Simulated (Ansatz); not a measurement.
## Electronic structure of Ga$_{8}$P$_{8}$H (cell with a defect) in real space

Input file:

```
crystal:
  lattice:
    - [0.0, 5.5051169748, -5.5051169748]
    - [5.5051169748, 5.5051169748, 0.0]
    - [5.5051169748, 0.0, -5.5051169748]
  atoms:
    - { symbol: Ga, position: [0.5, 0.5, 0.0], spin: 0.091 }
    - { symbol: Ga, position: [0.5, 0.0, 0.0], spin: 0.091 }
    - { symbol: Ga, position: [1.0, 0.5, 0.0], spin: 0.091 }
    - { symbol: Ga, position: [1.0, 0.0, 0.0] }
    - { symbol: Ga, position: [0.5, 0.5, 0.5] }
    - { symbol: Ga, position: [0.5, 0.0, 0.5], spin: 0.091 }
    - { symbol: Ga, position: [1.0, 0.5, 0.5], spin: 0.091 }
    - { symbol: Ga, position: [1.0, 0.0, 0.5], spin: 0.091 }
    - { symbol: P, position: [0.375, 0.375, 0.375] }
    - { symbol: P, position: [0.375, 0.875, 0.375] }
    - { symbol: P, position: [0.875, 0.375, 0.375] }
    - { symbol: P, position: [0.875, 0.875, 0.375], spin: 0.091 }
    - { symbol: P, position: [0.375, 0.375, 0.875] }
    - { symbol: P, position: [0.375, 0.875, 0.875], spin: 0.091 }
    - { symbol: P, position: [0.875, 0.375, 0.875], spin: 0.091 }
    - { symbol: P, position: [0.875, 0.875, 0.875], spin: 0.091 }
    - { symbol: H, position: [0.75, 0.75, 0.75], spin: 0.091 }
  host:
    lattice:
      - [0.0, 2.7525584874, 2.7525584874]
      - [2.7525584874, 0.0, 2.7525584874]
      - [2.7525584874, 2.7525584874, 0.0]
    atoms:
      - { symbol: Ga, position: [0.0, 0.0, 0.0] }
      - { symbol: P, position: [0.25, 0.25, 0.25] }
basis:
  ecutwfc: 420
  xc_grid: 2
kpoints:
  mp_grid: { grid: [2, 2, 2], shift: [0.0, 0.0, 0.0] }
hamiltonian:
  xc: pbe
scf:
  occupations: { method: gaussian, width: 0.01 }
output:
  forces: true
  stress: false
  eigenvalues: true
  populations: true
  charged_corrections:
    defect_position: [0.75, 0.75, 0.75]
    epsilon: [[12.8535, 0.0, 0.0], [0.0, 12.8535, 0.0], [0.0, 0.0, 12.8535]]
  write_density: true
  write_potential: true
  elf: true
  volumetric_format: npy
magnetization:
  spin_polarized: true
relax:
  adjacent_minimum: "off"
  f_tol: 0.025
  max_steps: 45
```

Run with:

```sh
ansatz run input.yaml --threads 4 --pin off --max-ram 8192MiB --backend cpu --events-out ev --progress --plain --runs-dir out
```

The fields are those of the relaxed geometry.

Spin-polarised.

The calculation used Ansatz 0.2.0, DFT PBE, scalar-relativistic, plane waves, PAW.

The density is the valence pseudo-density of a PAW calculation; it isn't the true density close to the nuclei.

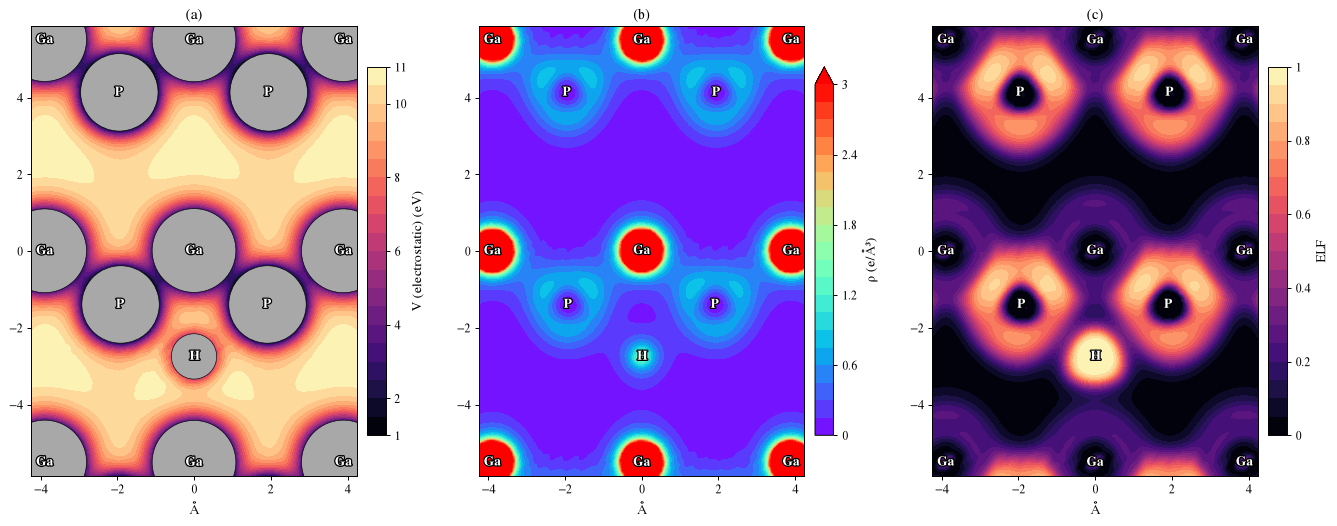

Figure 1. (a) electrostatic potential (local pseudopotential plus Hartree) felt by an electron; (b) valence electron density; (c) ELF on the (11̄0) plane of the calculation cell. Grey discs cover the atomic cores in the potential map.

Question: Interpret the plot.

Answer: Atoms in the plane: Ga, P and H. P–H (2.35 Å): ρ at the midpoint is about 0.27 e/Å³; the ELF climbs to about 1 towards the hydrogen, as it does in any bond to H. Ga–P (2.38 Å): ρ at the midpoint is about 0.54 e/Å³; the ELF peaks at about 0.90 in the valence shell of P, 0.9 Å from its nucleus, and is about 0.75 at the midpoint. Ga–P (2.42 Å): ρ is about 0.5 e/Å³ halfway; the ELF peaks at about 0.90 in the valence shell of P, 0.9 Å from its nucleus, and is about 0.75 at the midpoint. Between the atoms the lowest density in this plane is 0.02 e/Å³. Outside the cores the potential energy rises away from the atoms and is highest about 2.2 Å from the nearest atoms; its zero is arbitrary.

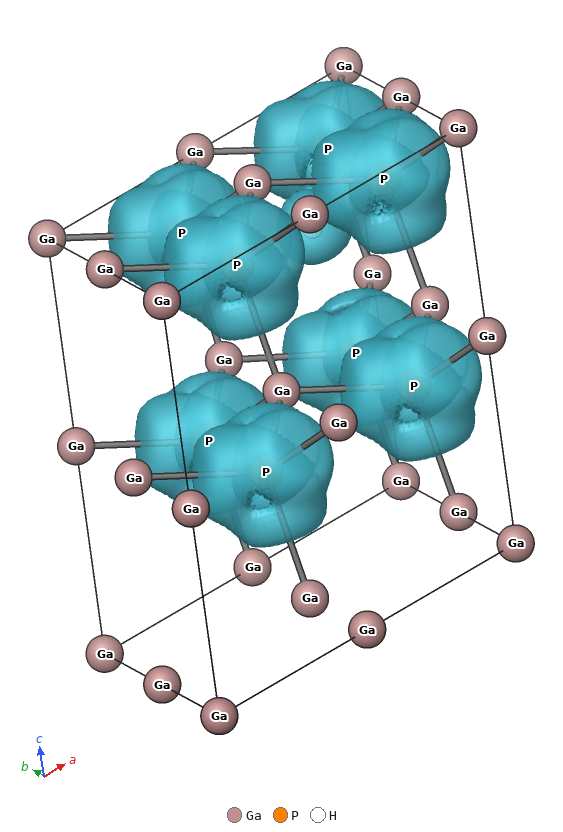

Figure 2. Isosurface of the electron localisation function at 0.7 (cyan), seen slightly off an axis. Core shells and regions of very low density are left out. Sticks mark near contacts.

Question: What do the ELF domains correspond to?

Answer: At this value the surface marks out one region around a hydrogen nucleus and eight regions on P in which the atom's valence shell and bonds are merged, counted in one cell of 17 atoms. Regions shared between cells count once.

Question: Metal or insulator at this level of theory?

Answer: It is gapless in this calculation (a metal or semimetal).
